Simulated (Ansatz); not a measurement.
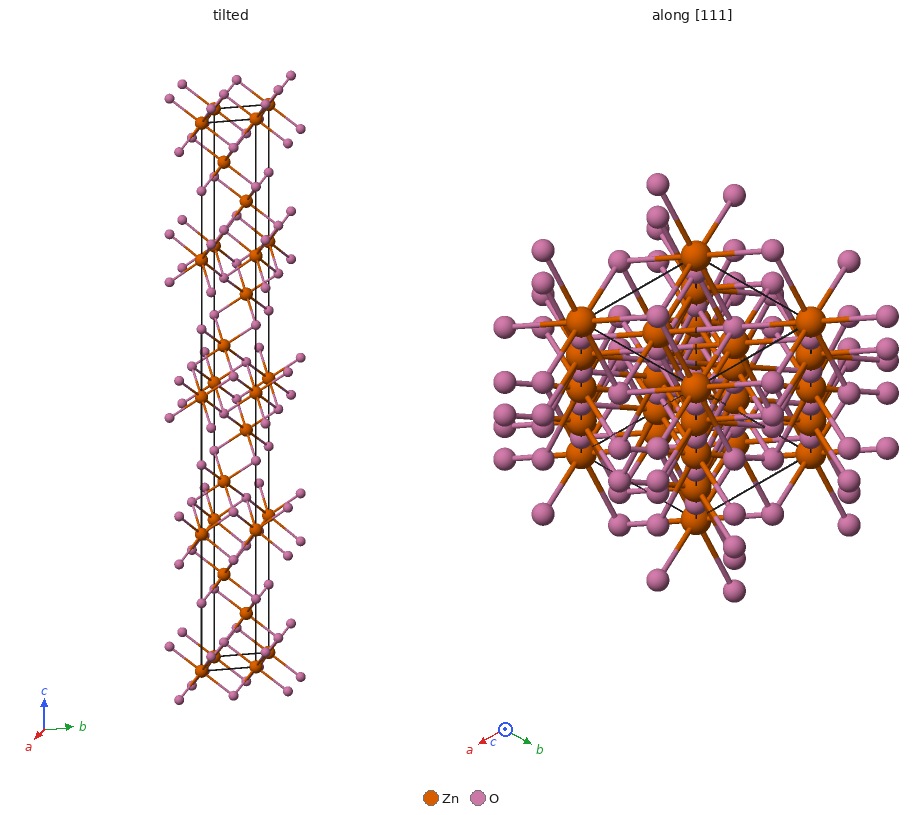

View slightly off an axis and along [111], drawn as a ball-and-stick model. Atoms at the boundary of the conventional unit cell (the box) are drawn once for each face, edge or corner they touch. Some atoms of the next cells are drawn as well. Cell: a = 3.047 Å, b = 3.047 Å, c = 30.385 Å, α = 90.00°, β = 90.00°, γ = 120.00°.

- The compound is ZnO.
- The atoms follow space group P6_3/mmc (No. 194); the Bravais lattice is primitive hexagonal.
- Atoms per cell: 24 (12 Zn, 12 O).
- Zn is surrounded by six O at about 2.2 Å. O is coordinated by six Zn in an octahedral arrangement at about 2.2 Å.
- The bonds build a three-dimensional framework.

The initial geometry was a structure listed in the Materials Project. Earlier steps of the study, as a rule a relaxation of our own, may have changed the cell and positions, so they can lie some per cent off the listed ones. It was run through Ansatz as a DFT input.
